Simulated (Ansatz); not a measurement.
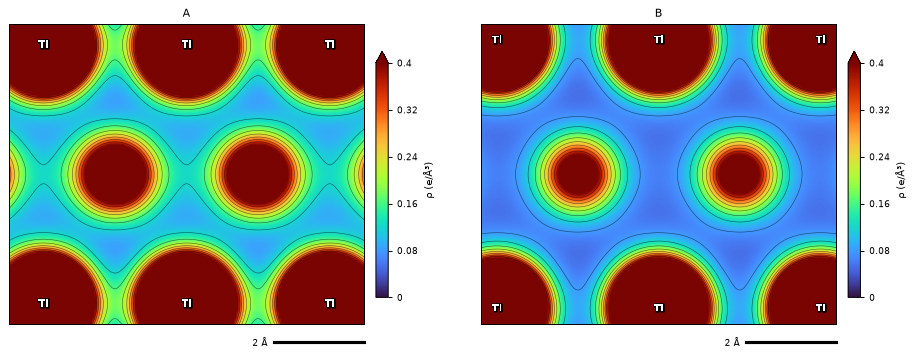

Tl. The valence electron density of two cells that differ in size and shape, on the (010) plane of each (indices in the axes of the calculation cell), at one length scale and on one colour scale: B has 33.4 Å³ an atom and A 25.2.

Space group P6₃/mmc.

Method: DFT PBE, scalar-relativistic, plane waves, PAW in Ansatz 0.2.0.

Core electrons are frozen (PAW), and the valence fields are smoothed inside the atomic spheres.

The larger cell:

```
Tl
1.0
     3.59424    0.00000    0.00000
    -1.79712    3.11270    0.00000
     0.00000    0.00000    5.96700
Tl
2
Direct
  0.33333 0.66667 0.25000
  0.66667 0.33333 0.75000
```

The smaller cell: a = 3.180 Å, b = 3.180 Å, c = 5.746 Å, α = 90.00°, β = 90.00°, γ = 120.00°.

### What does the compression do to the bonding and the properties?

From the larger cell to the smaller, Tl–Tl goes from 3.59 to 3.18 Å, and the density at its midpoint from 0.09 to 0.18 e/Å³; the pressure goes from −1.4 to 11 GPa.
